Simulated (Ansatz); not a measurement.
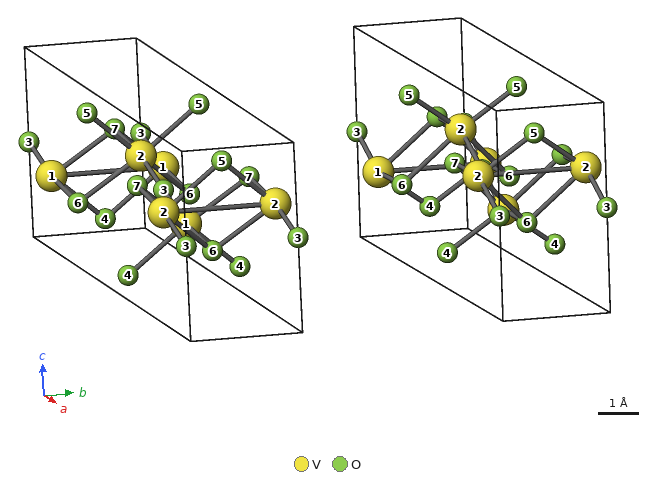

Two geometries of a crystal of V₂O₅ (built on the database_12 type) (coarse preliminary run), drawn at one scale. One is the start of a relaxation, the other its converged end. Style: ball-and-stick. Shown: the conventional cell (2 times the calculation's cell), slightly off an axis. Lengths and directions refer to the drawn axes.

All numbers below come from DFT r2SCAN, scalar-relativistic, plane waves, PAW (Ansatz). Settings: plane-wave cutoff 500 eV; k-point mesh 6 × 6 × 4; occupations gaussian; smearing width 0.1 eV; no spin polarisation; cell and atoms relaxed; force threshold 0.04 eV/Å; at most 70 steps.

Which of the two is the end point?

The right one is the relaxed one. Case: structure reported for this formula (C2/m, No. 12). After 11 accepted moves (12 points after the start) the energy has fallen by 242 meV per atom. Largest force component: 3.3 eV/Å at the start, 0.014 eV/Å at the end. The pressure goes from −24.70 to 0.19 GPa. At 1 point the geometry stayed and the basis and grid were re-selected for the new cell (energy shift of 0.3 meV per atom at most each time). The largest moves relative to the cell, 0.23 Å, are those of O4 and O5. O4 goes roughly along [1 0 3]. By element the largest moves are O 0.23 Å, V 0.18 Å. The volume changes by −2.4 %, with a 12.170 → 11.032 Å (−9.4 %), b 2.990 → 2.871 Å (−4.0 %), c 4.830 → 5.372 Å (+11.2 %), β 98.3° → 94.2°. Some distances before and after: V1–O6 2.055 → 1.828 Å, V1–O4 1.962 → 1.781 Å, V1–V1 2.990 → 2.871 Å, V1–V2 3.148 → 3.032 Å. Among the angles between lasting bonds that change: V2–O5–V2 99.3° → 107.4°, V1–O7–V1 96.0° → 88.9°. The space group stays C2/m (No. 12). Cost: 4.7 min on 1 thread of Arm Neoverse V2, with other jobs on the host, peak memory 0.62 GiB.

Limits of the set-up: layers or molecules are held without a dispersion correction, so their spacing is unreliable.
